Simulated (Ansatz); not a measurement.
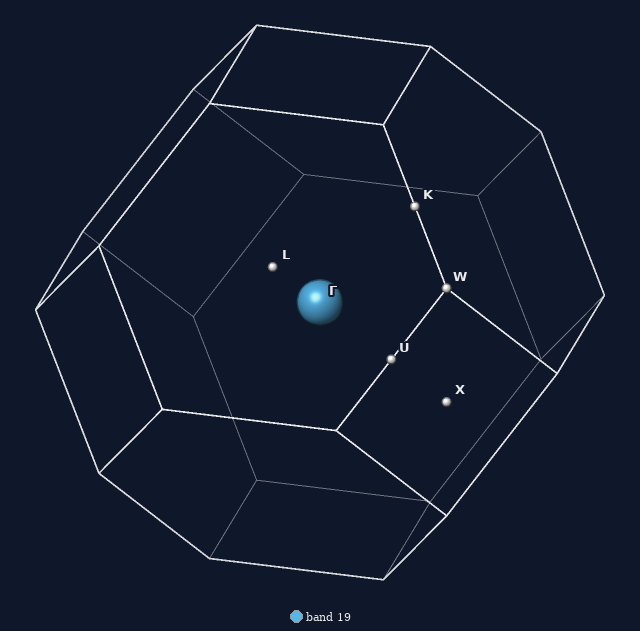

Constant-energy surfaces of CuI (F-43m), 0.20 eV above the conduction-band minimum (one colour a band).

Theory: DFT PBE, scalar-relativistic, plane waves, PAW; levels and slopes on a dense k mesh at the converged density (Ansatz 0.2.0). No spin polarisation. k mesh for the levels: 34×34×34. The geometry was not relaxed.

Masses come from a second pass at points close to the extrema; at the energies drawn a band may no longer be parabolic.

Question: Where are the valleys, how many are there, and what are their masses?

Answer: Band 19 forms the conduction edge. Within this energy: one minimum at Γ, mass 0.15 mₑ in all directions.

Where one band's surface lies inside another's, the outer one hides all or part of it.

Spin-orbit coupling, left out here, can change the gap, its kind, the place of the band edges and the masses, since the compound holds I.

Cost: 100 s on 1 thread of Arm Neoverse V2, with other jobs on the host, peak memory 0.85 GiB.
